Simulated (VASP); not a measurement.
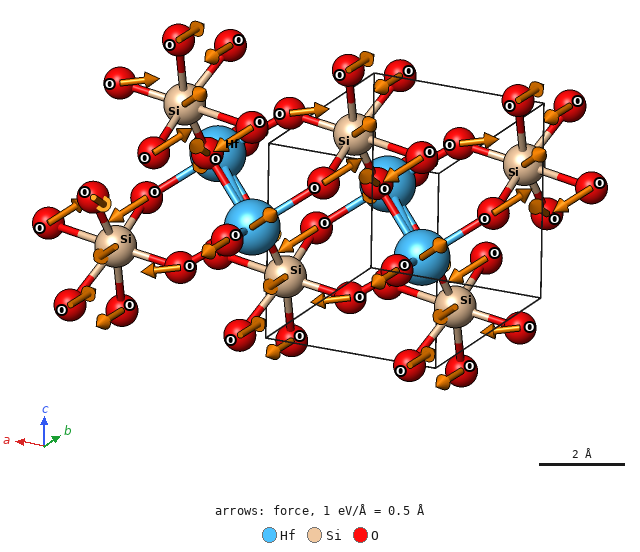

Starting geometry of crystalline HfSiO4 (a generated structure, set up in P2/c) with the computed forces as orange arrows. Style: ball-and-stick. Shown: the cell of the calculation, repeated 2 × 1 × 1 with one cell outlined, from a free direction.

The run lets cell and atoms move.

Computed with VASP 6.6.1, Kohn-Sham DFT of a periodic cell, PBE, VASP PAW PBE potentials, recommended.

Input file:
```
PREC     = Normal         # precision mode
ENCUT    = 520            # plane-wave cutoff, eV
EDIFF    = 1E-4           # SCF threshold, eV
ISMEAR   = 0              # smearing method
SIGMA    = 0.15           # smearing width, eV
LREAL    = Auto         
LASPH    = True           # aspherical terms in the spheres
NELM     = 60             # most SCF steps
ALGO     = Fast           # electronic algorithm
ISIF     = 3              # what is computed and relaxed
LWAVE    = False          # write WAVECAR
LCHARG   = False          # write CHGCAR
GGA      = PE             # functional
IBRION   = 2              # ionic algorithm
NSW      = 24             # ionic steps
EDIFFG   = -0.08          # ionic threshold
KPAR     = 2
```

Command:
```bash
cat potpaw_PBE.64/Hf_pv/POTCAR potpaw_PBE.64/Si/POTCAR potpaw_PBE.64/O/POTCAR > POTCAR
mpirun -np 2 vasp_std > vasp.out
```

**Is this structure relaxed? If not, where do the atoms go?**

It isn't relaxed: the largest force vector, on Hf atoms, is 2.56 eV/Å. The final displacements follow the starting forces only in part (cosine between the two patterns 0.69). The largest moves relative to the cell, 0.23 Å, are those of Hf atoms. By element the largest moves are Hf 0.23 Å, O 0.20 Å, Si 0.08 Å. Cell: a 4.537 → 4.659 Å (+2.7 %), b 5.445 → 5.173 Å (−5.0 %), c 4.941 → 4.896 Å (−0.9 %), β 91.0° → 97.6°. Volume −4.1 %. Among the contacts that change: Hf–O 3.103 → 2.612 Å, Hf–Hf 3.087 → 3.298 Å, O–Si 2.083 → 1.884 Å, Hf–O 2.045 → 2.196 Å. Among the angles between lasting bonds that change: O–Si–O 81.4° → 94.0°, Hf–O–Si 123.2° → 111.7°, Hf–O–Si 126.7° → 116.2°. The space group stays P2/c (No. 13). Over 21 geometry steps the energy falls by 127 meV per atom. The largest force component goes from 2.6 to 0.06 eV/Å. The pressure goes from 2.38 to 0.13 GPa. It ran on 2 threads of Intel(R) Xeon(R) Platinum 8488C (Sapphire Rapids) (shared host).
